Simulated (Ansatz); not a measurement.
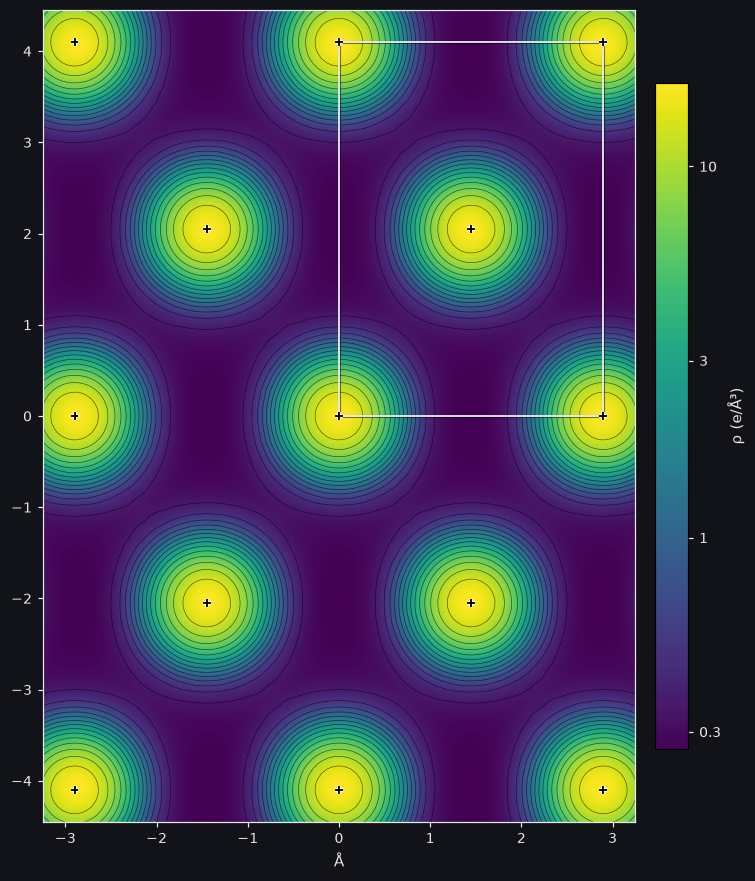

The valence pseudo-density on a plane through atoms (crosses mark nuclei in the plane).

All numbers below come from DFT PBEsol, scalar-relativistic, plane waves, PAW in Ansatz.

Candidates:
A. V, a = 2.90 Å, b = 2.90 Å, c = 2.90 Å, α = 90.00°, β = 90.00°, γ = 90.00°. Space group Im-3m; changed on purpose from its base cell (volume × 0.94); computed pressure about 14 GPa in this cell; computed without spin polarisation.
B. Al, a = 3.02 Å, b = 3.02 Å, c = 3.63 Å, α = 90.00°, β = 90.00°, γ = 90.00°. Space group I4/mmm; computed without spin polarisation.

Q: Which candidate gave the map?

A: Candidate A: V on the (11̄0) plane of the conventional cell, which holds V. V–V (2.51 Å): ρ is about 0.33 e/Å³ halfway.
